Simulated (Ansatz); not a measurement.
Al₉As₁₀ (slab)

The calculation's input:

```
crystal:
  lattice:
    - [5.6745964864, 0.0, 0.0]
    - [-2.8372982432, 6.3443917443, 0.0]
    - [0.0, 0.0, 26.4199051397]
  atoms:
    - { symbol: As, position: [0.1, 0.7, 0.2838768709] }
    - { symbol: Al, position: [0.7, 0.4, 0.3078905519] }
    - { symbol: As, position: [0.8, 0.1, 0.3319042329] }
    - { symbol: Al, position: [0.4, 0.8, 0.3559179139] }
    - { symbol: As, position: [0.5, 0.5, 0.3799315949] }
    - { symbol: Al, position: [0.1, 0.2, 0.4039452759] }
    - { symbol: As, position: [0.2, 0.9, 0.427958957] }
    - { symbol: Al, position: [0.8, 0.6, 0.451972638] }
    - { symbol: As, position: [0.9, 0.3, 0.475986319] }
    - { symbol: Al, position: [0.5, 0.0, 0.5] }
    - { symbol: As, position: [0.6, 0.7, 0.524013681] }
    - { symbol: Al, position: [0.2, 0.4, 0.548027362] }
    - { symbol: As, position: [0.3, 0.1, 0.572041043] }
    - { symbol: Al, position: [0.9, 0.8, 0.5960547241] }
    - { symbol: As, position: [0.0, 0.5, 0.6200684051] }
    - { symbol: Al, position: [0.6, 0.2, 0.6440820861] }
    - { symbol: As, position: [0.7, 0.9, 0.6680957671] }
    - { symbol: Al, position: [0.3, 0.6, 0.6921094481] }
    - { symbol: As, position: [0.4, 0.3, 0.7161231291] }
basis:
  ecutwfc: 420
kpoints:
  mp_grid: { grid: [5, 4, 1] }
hamiltonian:
  xc: pbesol
scf:
  occupations: { method: gaussian, width: 0.05 }
output:
  forces: true
  eigenvalues: true
  write_density: true
  write_potential: true
  elf: true
  volumetric_format: npy
relax:
  adjacent_minimum: "off"
  f_tol: 0.02
  max_steps: 60
efield:
  axis: 3
  dipole_correction: true
  ramp_width: 0.04
```

Launched as:

```sh
ansatz run input.yaml --threads 2 --pin off --max-ram 5120MiB --backend cpu --events-out ev --progress --plain --runs-dir out
```

The fields are those of the run's last geometry, not of the input's.

Computed without spin polarisation.

Level of theory: DFT PBEsol, scalar-relativistic, plane waves, PAW (Ansatz 0.2.0).

> What will maps of the valence pseudo-density and electron localisation function show?

Al–As (2.64 Å): ρ at the midpoint is about 0.34 e/Å³; the ELF is about 0.80 at the midpoint.

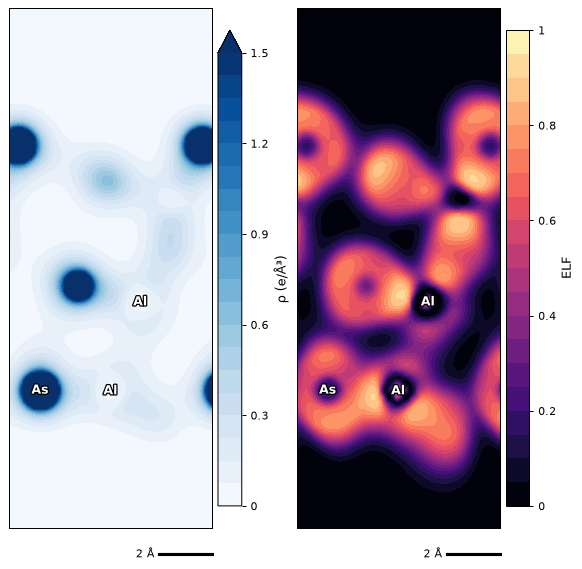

Computed valence pseudo-density and electron localisation function on the (100) plane of the calculation cell, a cut from vacuum to vacuum, in this order. Atoms just off the plane (As, 0.3 Å away and Al, 0.5 Å away) can leave unmarked features too.

In a PAW calculation such maps are meaningful between the atoms, not at the nuclei.
